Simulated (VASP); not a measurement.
**Run report: HgTe, geometry relaxation (part 2 of 2)**

The same run, continued: HgTe (2 atoms in the cell); Kohn-Sham DFT of a periodic cell, LDA, VASP PAW LDA potentials, recommended, no spin polarisation (VASP 6.6.1); cutoff 600 eV, 6×6×6 k-mesh, fermi-dirac of 0.05 eV. The structure derives from an entry of the Crystallography Open Database.

Geometry of the input (Å; fractional positions):
```
0.0000  3.2145  3.2145
3.2145  0.0000  3.2145
3.2145  3.2145  0.0000
Hg 0.0000  0.0000  0.0000
Te 0.7500  0.7500  0.7500
```

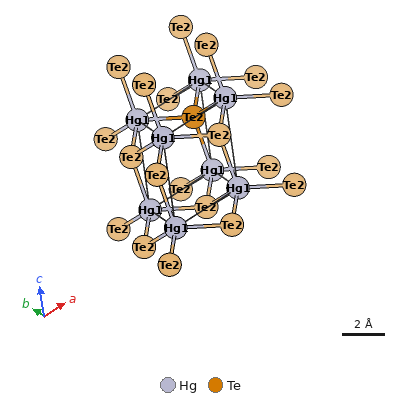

Figure 1. The geometry at step 1 of the log (ball-and-stick view of the cell of the calculation, seen slightly off an axis; neighbours outside the cell are drawn fainter; atoms are numbered from 1 in the order of the input).

Parts of OUTCAR, continued
```
 conjugate gradient relaxation of ions
 non-spin polarized calculation
 RMM-DIIS sequential band-by-band and
  energy-cutoff  :      600.00
  volume of cell :       66.43
 maximum number of plane-waves:      2252
   NGX = 19   NGY = 19   NGZ = 19

--------------------------------------- Ionic step        1  -------------------------------------------

 number of electron      18.0000000 magnetization

 Free energy of the ion-electron system (eV)
  ---------------------------------------------------
  ext. energy  EPLUGINS =         0.00000000
  ---------------------------------------------------
  free energy    TOTEN  =        -5.02419355 eV

  energy without entropy =       -5.02324858  energy(sigma->0) =       -5.02372107

------------------------ aborting loop because EDIFF is reached ----------------------------------------

  FORCE on cell =-STRESS in cart. coord.  units (eV):
  Direction    XX          YY          ZZ          XY          YZ          ZX
  --------------------------------------------------------------------------------------
  -------------------------------------------------------------------------------------
  Total        0.2106051      0.2106051      0.2106051      0.0000000      0.0000000      0.0000000
  in kB        5.0793628      5.0793628      5.0793628      0.0000000      0.0000000      0.0000000
  external PRESSURE =       5.0793628 kB  Pullay stress =       0.0000000 kB

 VOLUME and BASIS-vectors are now :
 -----------------------------------------------------------------------------
  energy-cutoff  :      600.00
  volume of cell :       66.43
      direct lattice vectors                 reciprocal lattice vectors
     0.000000000  3.214500000  3.214500000    -0.155545186  0.155545186  0.155545186
     3.214500000  0.000000000  3.214500000     0.155545186 -0.155545186  0.155545186
     3.214500000  3.214500000  0.000000000     0.155545186  0.155545186 -0.155545186

 POSITION                                       TOTAL-FORCE (eV/Angst)
 -----------------------------------------------------------------------------------
      0.00000      0.00000      0.00000         0.000000     -0.000000      0.000000
      4.82175      4.82175      4.82175        -0.000000      0.000000     -0.000000
 -----------------------------------------------------------------------------------
    total drift:                               -0.000000     -0.000000      0.000000

  FREE ENERGIE OF THE ION-ELECTRON SYSTEM (eV)
  ---------------------------------------------------
  free  energy   TOTEN  =        -5.0241935548 eV

  energy  without entropy=       -5.0232485785  energy(sigma->0) =       -5.02372107

--------------------------------------- Ionic step        2  -------------------------------------------

 number of electron      18.0000001 magnetization

------------------------ aborting loop because EDIFF is reached ----------------------------------------

  FORCE on cell =-STRESS in cart. coord.  units (eV):
  Direction    XX          YY          ZZ          XY          YZ          ZX
  --------------------------------------------------------------------------------------
  -------------------------------------------------------------------------------------
  Total       -0.0954835     -0.0954835     -0.0954835      0.0000000      0.0000000     -0.0000000
  in kB       -2.2681229     -2.2681229     -2.2681229      0.0000000      0.0000000     -0.0000000
  external PRESSURE =      -2.2681229 kB  Pullay stress =       0.0000000 kB

 VOLUME and BASIS-vectors are now :
 -----------------------------------------------------------------------------
  energy-cutoff  :      600.00
  volume of cell :       67.45
      direct lattice vectors                 reciprocal lattice vectors
     0.000000000  3.230829902  3.230829902    -0.154758999  0.154758999  0.154758999
     3.230829902  0.000000000  3.230829902     0.154758999 -0.154758999  0.154758999
     3.230829902  3.230829902  0.000000000     0.154758999  0.154758999 -0.154758999

 POSITION                                       TOTAL-FORCE (eV/Angst)
 -----------------------------------------------------------------------------------
      3.23083      6.46166      3.23083         0.000000      0.000000      0.000000
      4.84624      4.84624      4.84624        -0.000000     -0.000000     -0.000000
 -----------------------------------------------------------------------------------
    total drift:                                0.000000      0.000000      0.000000

  FREE ENERGIE OF THE ION-ELECTRON SYSTEM (eV)
  ---------------------------------------------------
  free  energy   TOTEN  =        -5.0250434690 eV

  energy  without entropy=       -5.0240871897  energy(sigma->0) =       -5.02456533

--------------------------------------- Ionic step        3  -------------------------------------------

 number of electron      18.0000001 magnetization

 Free energy of the ion-electron system (eV)
  ---------------------------------------------------
  ext. energy  EPLUGINS =         0.00000000
  ---------------------------------------------------
  free energy    TOTEN  =        -5.02527402 eV

  energy without entropy =       -5.02432151  energy(sigma->0) =       -5.02479776

 E-fermi :   3.0079     XC(G=0):  -9.1242     alpha+bet : -7.7557

 val. band max:        2.9716521348   @ k =   0.0000   0.0000   0.0000
 cond. band min:       3.5675471151   @ k =   0.5000   0.0000   0.0000
 fundamental gap:      0.5958949803
 Fermi energy:         3.0078733441

 k-point     1 :       0.0000    0.0000    0.0000
  band No.  band energies     occupation
      1      -9.1111      2.00000
      2      -4.4434      2.00000
      3      -4.4434      2.00000
      4      -4.4434      2.00000
      5      -3.9043      2.00000
      6      -3.9043      2.00000
      7       2.1151      2.00000
      8       2.9717      1.34716
      9       2.9717      1.34716
     10       2.9717      1.34716
     11       7.1144      0.00000
     12       7.1144      0.00000
     13       7.1144      0.00000

 k-point     2 :       0.1667    0.0000    0.0000
  band No.  band energies     occupation
      1      -8.9758      2.00000
      2      -4.4067      2.00000
      3      -4.4067      2.00000
      4      -4.3898      2.00000
      5      -3.9075      2.00000
      6      -3.9075      2.00000
      7       0.5422      2.00000
      8       2.6743      1.99747
      9       2.6743      1.99747
     10       3.7018      0.00000
     11       7.1249      0.00000
     12       7.4930      0.00000
     13       7.4930      0.00000

 k-point     3 :       0.3333    0.0000    0.0000
  band No.  band energies     occupation
      1      -8.6849      2.00000
      2      -4.3432      2.00000
      3      -4.3432      2.00000
      4      -4.1015      2.00000
      5      -3.8985      2.00000
      6      -3.8985      2.00000
      7      -1.4298      2.00000
      8       2.1809      2.00000
      9       2.1809      2.00000
     10       3.6726      0.00000
     11       7.8877      0.00000
     12       7.8877      0.00000
     13       8.6581      0.00000

 k-point     4 :       0.5000    0.0000    0.0000
  band No.  band energies     occupation
      1      -8.5285      2.00000
      2      -4.3187      2.00000
      3      -4.3187      2.00000
      4      -3.8838      2.00000
      5      -3.8838      2.00000
      6      -3.5997      2.00000
      7      -2.6173      2.00000
      8       1.9645      2.00000
      9       1.9645      2.00000
     10       3.5675      0.00003
     11       7.9146      0.00000
     12       7.9146      0.00000
     13       9.5997      0.00000

 k-point     5 :       0.1667    0.1667    0.0000
  band No.  band energies     occupation
      1      -8.9302      2.00000
      2      -4.4237      2.00000
      3      -4.3693      2.00000
      4      -4.3693      2.00000
      5      -3.9291      2.00000
      6      -3.8886      2.00000
      7       0.4733      2.00000
      8       2.2143      2.00000
      9       2.2143      2.00000
     10       4.4721      0.00000
     11       6.0968      0.00000
     12       8.1358      0.00000
     13       8.1358      0.00000

 [... the levels of 10 k-points are left out ...]

 k-point    16 :      -0.3333    0.5000    0.1667
  band No.  band energies     occupation
      1      -8.3254      2.00000
      2      -4.2300      2.00000
      3      -4.1550      2.00000
      4      -4.0297      2.00000
      5      -3.8882      2.00000
      6      -3.3212      2.00000
      7      -2.6116      2.00000
      8       0.3320      2.00000
      9       0.4228      2.00000
     10       5.6758      0.00000
     11       6.4892      0.00000
     12       9.3223      0.00000
     13       9.4826      0.00000

------------------------ aborting loop because EDIFF is reached ----------------------------------------

  FORCE on cell =-STRESS in cart. coord.  units (eV):
  Direction    XX          YY          ZZ          XY          YZ          ZX
  --------------------------------------------------------------------------------------
  -------------------------------------------------------------------------------------
  Total        0.0008814      0.0008814      0.0008814      0.0000000     -0.0000000     -0.0000000
  in kB        0.0210385      0.0210385      0.0210385      0.0000000     -0.0000000     -0.0000000
  external PRESSURE =       0.0210385 kB  Pullay stress =       0.0000000 kB

 VOLUME and BASIS-vectors are now :
 -----------------------------------------------------------------------------
  energy-cutoff  :      600.00
  volume of cell :       67.12
      direct lattice vectors                 reciprocal lattice vectors
     0.000000000  3.225611030  3.225611030    -0.155009391  0.155009391  0.155009391
     3.225611030  0.000000000  3.225611030     0.155009391 -0.155009391  0.155009391
     3.225611030  3.225611030  0.000000000     0.155009391  0.155009391 -0.155009391

 POSITION                                       TOTAL-FORCE (eV/Angst)
 -----------------------------------------------------------------------------------
      0.00000      0.00000      0.00000         0.000000     -0.000000     -0.000000
      4.83842      4.83842      4.83842        -0.000000      0.000000      0.000000
 -----------------------------------------------------------------------------------
    total drift:                                0.000000      0.000000      0.000000

  FREE ENERGIE OF THE ION-ELECTRON SYSTEM (eV)
  ---------------------------------------------------
  free  energy   TOTEN  =        -5.0252740172 eV

  energy  without entropy=       -5.0243215057  energy(sigma->0) =       -5.02479776

 reached required accuracy - stopping structural energy minimisation
```

CONTCAR
```
HgTe
   1.00000000000000
     0.0000000000000000    3.2256110295477782    3.2256110295477782
     3.2256110295477782    0.0000000000000000    3.2256110295477782
     3.2256110295477782    3.2256110295477782    0.0000000000000000
  Hg              Te
     1     1
Direct
     0.0000000000000000    0.0000000000000000    0.0000000000000000
     0.7500000000000000    0.7500000000000000    0.7500000000000000

  0.00000000E+00  0.00000000E+00  0.00000000E+00
  0.00000000E+00  0.00000000E+00  0.00000000E+00
```

Trajectory as extended XYZ (Å, eV, eV/Å), 3 frames, from step=0 to step=2
```
2
Lattice="0.0000 3.2145 3.2145 3.2145 0.0000 3.2145 3.2145 3.2145 0.0000" Properties=species:S:1:pos:R:3:forces:R:3 step=0 energy=-5.02419
Hg    0.0000    0.0000    0.0000    0.0000   0.0000   0.0000
Te    4.8217    4.8217    4.8217    0.0000   0.0000   0.0000
2
Lattice="0.0000 3.2308 3.2308 3.2308 0.0000 3.2308 3.2308 3.2308 0.0000" Properties=species:S:1:pos:R:3:forces:R:3 step=1 energy=-5.02504
Hg    3.2308    6.4617    3.2308    0.0000   0.0000   0.0000
Te    4.8462    4.8462    4.8462    0.0000   0.0000   0.0000
2
Lattice="0.0000 3.2256 3.2256 3.2256 0.0000 3.2256 3.2256 3.2256 0.0000" Properties=species:S:1:pos:R:3:forces:R:3 step=2 energy=-5.02527
Hg    0.0000    0.0000    0.0000    0.0000   0.0000   0.0000
Te    4.8384    4.8384    4.8384    0.0000   0.0000   0.0000
```

Results in brief

- outcome: converged
- space group (tolerance 0.01 Å): F-43m (216)
- electrons treated: 18
- free energy: −5.0253 eV
- gap on the k-point mesh: none (metallic)
- pressure: 0.00 GPa
- final volume: 67.12 Å³
- largest force (length of the vector) at the end: under 0.001 eV/Å
- final cell: a = 4.562 Å, b = 4.562 Å, c = 4.562 Å, α = 60.00°, β = 60.00°, γ = 60.00°
- hardware: 1 thread of AMD EPYC (Zen 3), 1656 GiB of memory available, shared host
- wall time: 47 s
- peak memory: 0.15 GiB

Remarks

Spin–orbit coupling is left out, which matters for Hg.
